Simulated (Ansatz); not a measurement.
# Single-point calculation, with input and output: TiC

- system: TiC (I4/mmm, 2 atoms in the cell)
- method: DFT PBE, scalar-relativistic, plane waves, PAW, no spin polarisation (Ansatz 0.2.0)

The structure derives from an entry of the Crystallography Open Database. It belongs to a series of runs on one base structure; here: strain +0.000 along x and y, -0.025 along z, atoms carried along. Figures and captions count atoms from 1; the log counts them from 0 in places.

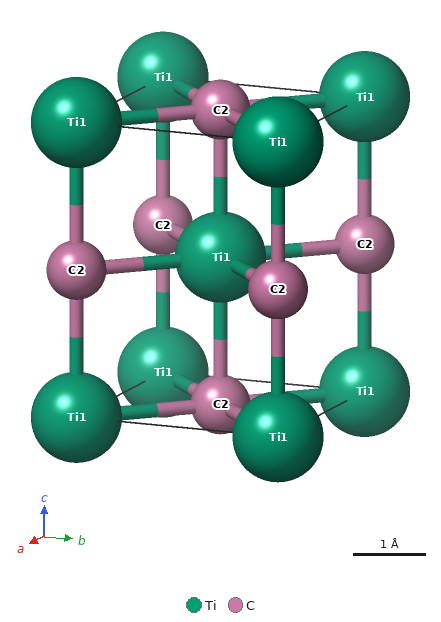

Figure 1. The input geometry (ball-and-stick view of the cell 2 times as large as that of the calculation, set on its symmetry axes, seen slightly off an axis; atoms are numbered from 1 in the order of the input). An atom can appear more than once, as a periodic image.

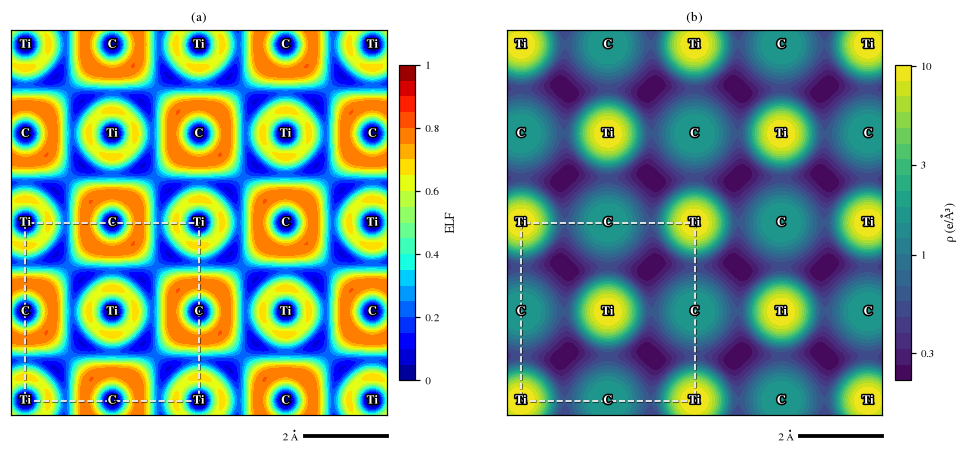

Figure 2. (a) electron localisation function; (b) valence electron density on the (11̄0) plane of the conventional cell. The section cuts through Ti and C sites. Ti–C (2.11 Å): ρ at the midpoint is about 0.57 e/Å³; the ELF is about 0.30 at the midpoint; no shared pair; the contact is polar. Ti–C (2.17 Å): the density is about 0.51 e/Å³ at the midpoint; the ELF is about 0.25 at the midpoint (no shared pair; the contact is polar). Away from the nuclei the density in this plane falls to 0.22 e/Å³ at its lowest. The strong features right at Ti lie inside the PAW spheres (semicore, d or f shells) and say nothing about bonding. In a PAW calculation such maps are meaningful between the atoms, not at the nuclei.

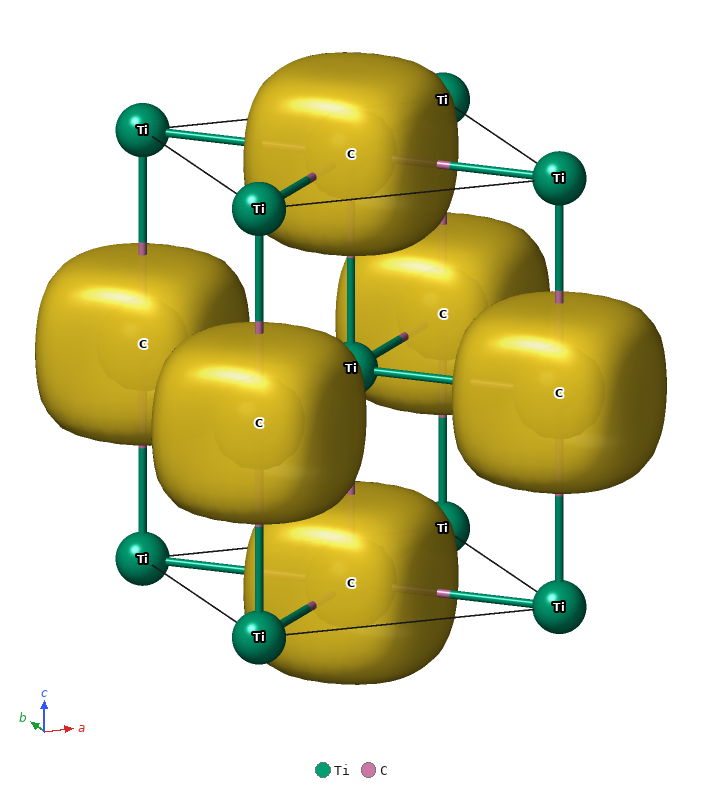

Figure 3. Isosurface of the electron localisation function at 0.6 (yellow), seen slightly off an axis. Only the valence region is drawn (cores and ρ < 0.01 e/Å³ removed). Sticks mark near contacts. The outline is the cell set on symmetry axes. Along the contacts the grid gives the following. Ti–C (2.11 Å): the ELF is about 0.30 at the midpoint (no shared pair; the contact is polar). Ti–C (2.17 Å): the ELF is about 0.25 at the midpoint (no shared pair; the contact is polar).

The input that produced these results follows, with the program's output.

## Input
```yaml
crystal:
  lattice:
    - [0.0, 2.1664615256, 2.1122999875]
    - [2.1664615256, 0.0, 2.1122999875]
    - [2.1664615256, 2.1664615256, 0.0]
  atoms:
    - { symbol: Ti, position: [0.0, 0.0, 0.0] }
    - { symbol: C, position: [0.5, 0.5, 0.5] }
basis:
  ecutwfc: 420
kpoints:
  mp_grid: { grid: [24, 24, 24] }
hamiltonian:
  xc: pbe
scf:
  occupations: { method: gaussian, width: 0.15 }
output:
  forces: true
  stress: true
  eigenvalues: true
  write_density: true
  write_potential: true
  elf: true
  volumetric_format: npy
```

Command:
```bash
ansatz run input.yaml --threads 2 --pin off --max-ram 5120MiB --backend cpu --events-out ev --progress --plain --runs-dir out
```

## The program's output
```
Engine: ansatz 0.2.0, x86_64-unknown-linux-gnu
Pseudopotentials: kind: paw
Pseudopotential: Ti, paw, valence charge 12, recommended cutoff 420 eV (normal), Ti.paw.azcp
Pseudopotential: C, paw, valence charge 4, recommended cutoff 420 eV (normal), C.paw.azcp
Functional definition: PBE
  parameter kappa = 0.804
  parameter beta = 0.06672455060314922
  exchange = pbe_x(kappa = kappa, mu = beta*pi^2/3)
  correlation = pbe_c(beta = beta)
Crystal: 2 atoms, lattice volume = 19.828 Å³
Basis set: ecut = 420 eV, 387 PW (Γ), exchange–correlation on 48×48×48 points (8 copies of the dense FFT grid, shifted against one another)
Bands: 12, of which v1, the nominal top of the filled ones, is band 8 counted from 1 (7 counted from 0)
Symmetry: 16 space group operations
Space group: I4/mmm (ITA 139), of the structure as read, at distance tolerance 2.7e-5 Å
k-points: 1063 of 13824
Non-local potential: Ti, projectors of the file, l = 0: 3, l = 1: 2, l = 2: 3, l = 3: 1
Non-local potential: C, projectors of the file, l = 0: 2, l = 1: 2, l = 2: 1
PAW form: soft (Blöchl's): semilocal exchange-correlation on the pseudo side does not see the compensation charge
PAW one-centre angular grid: Ti, 590 points (default); XC on 64 Gauss nodes
PAW one-centre angular grid: C, 110 points (default); XC on 64 Gauss nodes
Initial density: superposition of atomic densities (neutral atoms: chi_scale 0, normalization atom), corrected by the library's trained network
Initial wavefunctions: pseudopotential atomic-orbital guess
Functional: x = pbe(κ = 0.804, μ = 0.2195149727645171), c = pbe(β = 0.06672455060314922)
SCF iter   1: F=—  HF=-2752.252015 eV  |F-HF|=—  |Δ(HF+E_count)|=         —  Δρ=3.81e-3  dr2=2.17e-3  ethr=1.77e-3  ⟨swp⟩=4.3  Hψ=63213  notcnv=0
preconditioner: auto → none  [metal: Δε(μ)=0.014 eV  Ē_g=8.018 eV  σ=0.150 eV  W_gap=0.05  n_scr=8 (ndim 8)  ℏωp=23.6 eV  f_vac=0.000  D(μ)=0.30/eV (n_scr^D=0)  sad-step TF]
SCF iter   2: F=—  HF=-2752.251547 eV  |F-HF|=—  |Δ(HF+E_count)|=   4.68e-4  Δρ=2.42e-3  dr2=1.01e-3  ethr=1.35e-5  ⟨swp⟩=1.0  Hψ=21260  notcnv=0
SCF iter   3: F=—  HF=-2752.251416 eV  |F-HF|=—  |Δ(HF+E_count)|=   1.31e-4  Δρ=1.88e-4  dr2=2.51e-6  ethr=6.30e-6  ⟨swp⟩=2.1  Hψ=14753  notcnv=0
SCF iter   4: F=—  HF=-2752.251417 eV  |F-HF|=—  |Δ(HF+E_count)|=   1.32e-6  Δρ=3.72e-5  dr2=1.38e-7  ethr=1.57e-8  ⟨swp⟩=2.0  Hψ=20143  notcnv=0
iter 5 did not close the SCF: its close was put off for the readings that it lacked (scf_convergence_deferred on its scf_iter line)
SCF iter   5: F=-2752.251417 eV  HF=-2752.251417 eV  |F-HF|=1.73e-11  |Δ(HF+E_count)|=   4.16e-8  Δρ=6.17e-6  dr2=5.52e-9  ethr=8.63e-10  ⟨swp⟩=2.0  Hψ=21239  notcnv=0
SCF iter   6: F=-2752.251417 eV  HF=-2752.251417 eV  |F-HF|=6.23e-11  |Δ(HF+E_count)|=  9.59e-10  Δρ=8.68e-7  dr2=1.08e-10  ethr=3.45e-11  ⟨swp⟩=4.0  Hψ=59472  notcnv=0
SCF 1 converged in 6 iterations: F = -2752.251417 eV  dr2 = 1.08e-10
  greatest PAW one-centre occupation: 0.999 electrons in one spin orbital (limit 2), on the Ti atom at site 0 (counted from 0), in its partial waves of l = 0
SCF converged after 6 iterations
Free energy (F): -2752.251417 eV
Harris-Foulkes:  -2752.251417 eV  (|F-HF|=6.23e-11)
Internal energy: -2752.248107 eV  (E = F + TS)
E sigma→0 (E₀):  -2752.249762 eV
Entropy (-TS):   -0.003310 eV (-1.655 meV/atom)
Fermi energy:    15.120902 eV
--- Per-component energies (eV) ---
  E_band       = -104.059231
  E_kinetic    = 363.931767
  E_local      = -761.285458  (includes V_loc(G=0)·N_el)
  E_nonlocal   = 32.095987
  E_hartree    = 310.709404
  E_xc         = -147.880478
  E_vxc        = -184.719917  (∫ρ·V_xc dr)
  E_paw        = -1145.431195  (= ΣΔE_a)
  E_vpaw       = -175.500527  (= ΣTr[D̂ρ^β])
  E_aug_tail   = 0.000145  (compensation charges beyond the density's cutoff)
  E_ewald      = -1404.388278
  E_smearing   = -0.003310  (= −TS)
  E_closure    = 0.000000  (closes the sum)
  Σ components = -2752.251417   (vs F -2752.251417, Δ=0.00e0)
--- Forces (eV/Å), atoms counted from 1 ---
  atom   1  Ti     0.00000000     0.00000000    -0.00000000
  atom   2  C     -0.00000000     0.00000000    -0.00000000
  max |Σ_I F_I| component: 2.37e-30 eV/Å
--- Stress (GPa, compression-positive) ---
        3.170704       0.000000       0.000000
        0.000000       3.170704       0.000000
        0.000000       0.000000      14.678579
  P = ⅓ Tr σ = 7.0067 GPa (70.067 kbar)
--- Band table (eV; the first three rows and the last of 1063) ---
  k-point 0: bands = ["-41.3576", "-17.3896", "-17.3896", "-17.3613", "2.6018", "15.7599", "15.7599", "15.9539", "16.7849", "16.7849", "16.7962", "16.8920"]
  k-point 1: bands = ["-41.3562", "-17.3967", "-17.3907", "-17.3647", "2.6426", "15.5734", "15.6890", "15.8482", "16.2545", "16.3408", "16.9592", "17.4578"]
  k-point 2: bands = ["-41.3522", "-17.4215", "-17.3938", "-17.3704", "2.7640", "15.0847", "15.2980", "15.4310", "16.1175", "16.1937", "17.1983", "18.1648"]
  k-point 1062: bands = ["-41.2428", "-17.8445", "-17.5884", "-17.5884", "4.9269", "11.8593", "13.3975", "14.9677", "14.9677", "17.9391", "18.7753", "18.7753"]
```

## Key numbers

| quantity | value |
| --- | --- |
| outcome | converged |
| space group (tolerance 0.01 Å) | I4/mmm (139) |
| electrons treated | 16 |
| free energy | −2752.2514 eV |
| Fermi energy | 15.121 eV |
| gap on the k-point mesh | none (metallic) |
| pressure | 7.01 GPa |
| largest force (length of the vector) | under 0.001 eV/Å |
| hardware | 2 threads of Intel Xeon (Sapphire Rapids), 32 GiB of memory available, shared host |
| wall time | 6.2 s (CPU time 12 s) |
| peak memory | 0.62 GiB |
